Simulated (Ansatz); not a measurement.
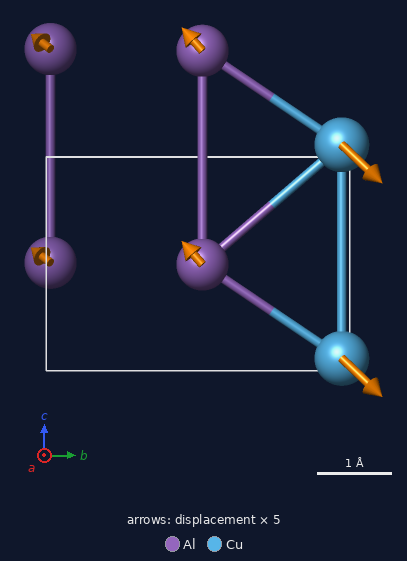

This is a relaxation of crystalline Al2Cu (set up in P1). The starting structure is drawn; orange arrows show the displacements (the part carried along by the change of the cell is left out), 5 times their true length.

The picture is a ball-and-stick view of the cell of the calculation, repeated 1 × 1 × 2 with one cell outlined, seen along the a axis.

Case: cure: more steps.

Method: Ansatz, DFT r2SCAN, scalar-relativistic, plane waves, PAW. Set-up: plane-wave cutoff 500 eV; k-point mesh 6 × 6 × 8; occupations gaussian; smearing width 0.1 eV; no spin polarisation; cell and atoms relaxed; force threshold 0.005 eV/Å; at most 100 steps.

What happened in the run?

Answer. The largest move relative to the cell is that of the Cu atom, 0.16 Å along [1 2 −3]. By element the largest moves are Cu 0.16 Å, Al 0.09 Å. The drawn cell changes as follows: a 4.105 → 4.129 Å (+0.6 %), b 4.105 → 4.128 Å (+0.6 %), c 2.891 → 2.798 Å (−3.2 %); the volume changes by −2.1 %. Near-neighbour distances that change, for instance: Al–Cu 2.748 → 2.494 Å, Al–Cu 2.276 → 2.494 Å, Al–Cu 2.696 → 2.494 Å, Al–Cu 2.337 → 2.494 Å. Bond angles that change, for instance: Cu–Al–Cu 168.7° → 180.0°, Cu–Al–Cu 103.2° → 111.7°, Cu–Al–Cu 172.1° → 180.0°. The space group (tolerance 0.01 Å) goes from P1 (No. 1) to P4/mmm (No. 123). Over 4 accepted moves (5 points after the start) the energy falls by 0.247 eV per cell of the calculation. Largest force component: 1.3 eV/Å at the start, 0.00012 eV/Å at the end. The pressure goes from 0.31 to 0.00 GPa. At 1 point the geometry stayed and the basis and grid were re-selected for the new cell (energy shift of 0.1 meV per cell of the calculation at most each time). Cost: 100 s on 1 thread of Intel(R) Xeon(R) Platinum 8375C CPU @ 2.90GHz (Ice Lake), with other jobs on the host, peak memory 0.64 GiB.
